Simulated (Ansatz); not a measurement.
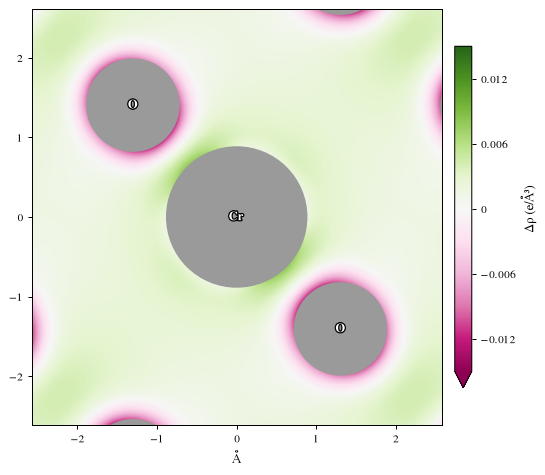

CrO$_{2}$: difference of two self-consistent densities at the same geometry, ρ(PBEsol+U) − ρ(PBE+U), on the (001) plane of the conventional cell. Grey discs cover the cores, where the PAW densities can't be compared. Cores are masked to 0.9 Å (Cr) and 0.6 Å (O).

Space group Pnnm; spin-polarised. Effective Hubbard U: 3.7 eV on Cr d. The cell comes from a database of computed structures, not from a measurement.

Both runs: Ansatz, scalar-relativistic, plane waves and PAW, same cutoff, k-points and PAW files (made with PBE).

What differs between the two levels of theory?

Answer. Against PBE+U, and outside the masked cores, the largest gain lies at the edge of the masked core of Cr, and the largest loss lies at the edge of the masked core of O. Bader charges are Cr +1.99 and O −1.00 e with PBE+U and Cr +1.97 and O −0.99 e with PBEsol+U. At this volume the pressure is −2 GPa with PBE+U and −10 GPa with PBEsol+U. The integrated |spin density| goes from 6.4 to 6.4 μB in the cell of the calculation.
